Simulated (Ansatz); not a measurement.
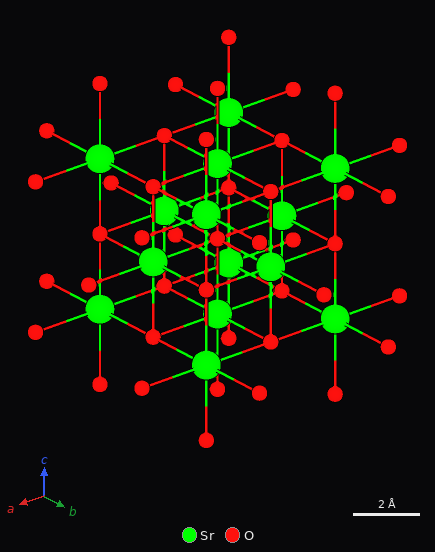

The starting point is a symmetric starting cell of SrO. The picture is a ball-and-stick view of the conventional cell (4 times the calculation's cell), seen from a free direction. Lengths and directions refer to the drawn axes.

Theory: DFT PBE, scalar-relativistic, plane waves, PAW in Ansatz. Settings: plane-wave cutoff 420 eV; k-point mesh 8 × 8 × 8; occupations gaussian; smearing width 0.02 eV; no spin polarisation.

The variant: All lengths are scaled by +0.4 % (volume +1.3 %), the atoms keeping their fractional coordinates. No relaxation follows. The starting cell wasn't computed here and needn't be at equilibrium, so pressure and forces aren't due to the change alone.

What does the calculation give for the changed structure?

The pressure is 1.7 GPa (not all of it need come from the change, since the unchanged cell can be under pressure at this level too). All forces vanish by symmetry. Near-neighbour distances before and after: O–Sr 2.570 → 2.581 Å. The space group stays Fm-3m (No. 225).
